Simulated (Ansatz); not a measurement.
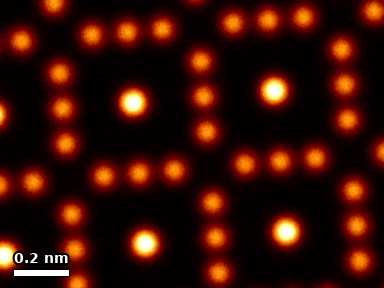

Dark-field STEM-like image of Al (Pm-3n, No. 223) along [001]. The image is simulated as a sum over atoms of Z^1.6, blurred by a 0.75 Å probe (no channelling). The probe carries 15 % of its weight in a tail 2.5 times as wide. Shot noise was added. Atomic positions: the geometry given to an electronic-structure calculation, possibly off equilibrium; the starting structure was generated, so it need not be a known form of this composition.

What can be read from this image?

The columns repeat on a square net with a repeat of 5.16 Å (plane group p4mm). The brightest columns hold 2 Al per repeat; in falling brightness follow 1 Al (about 50 %). Brightness is counted from the darkest point of the image. The shortest distance between visible columns is 1.29 Å in projection (between Al columns). Along the beam the structure repeats every 5.16 Å.
